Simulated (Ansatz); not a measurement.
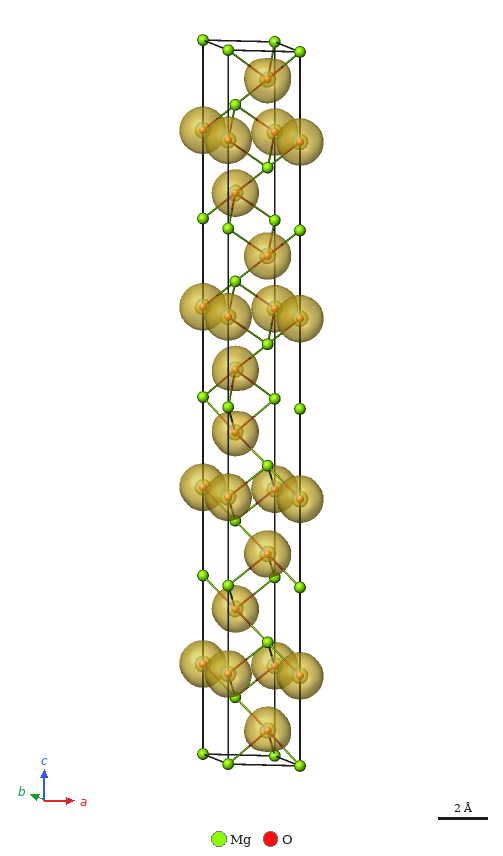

MgO (interface cell). Isosurface of the electron localisation function at 0.65 (yellow), seen slightly off an axis. Only the valence region is drawn (cores and ρ < 0.01 e/Å³ removed). Sticks mark near contacts.

These are results of DFT PBEsol, scalar-relativistic, plane waves, PAW in Ansatz, not measurements.

**Describe the localisation domains.**

The ELF exceeds this value in twelve regions wrapped around O (the valence shell of each), counted in one cell of 24 atoms. Regions shared between cells count once. Along the contacts the grid gives the following. Mg–O (2.10 Å): the ELF peaks at about 0.85 in the valence shell of O, 0.6 Å from its nucleus, and is about 0.30 at the midpoint (a largely ionic contact). Mg–O (2.15 Å): the ELF peaks at about 0.85 in the valence shell of O, 0.6 Å from its nucleus, and is about 0.35 at the midpoint (a closed-shell, largely ionic contact).

**Does the calculation give a band gap?**

It is gapped, with a Kohn–Sham gap of 4.1 eV on the k-point mesh, an upper bound to the gap of this method.
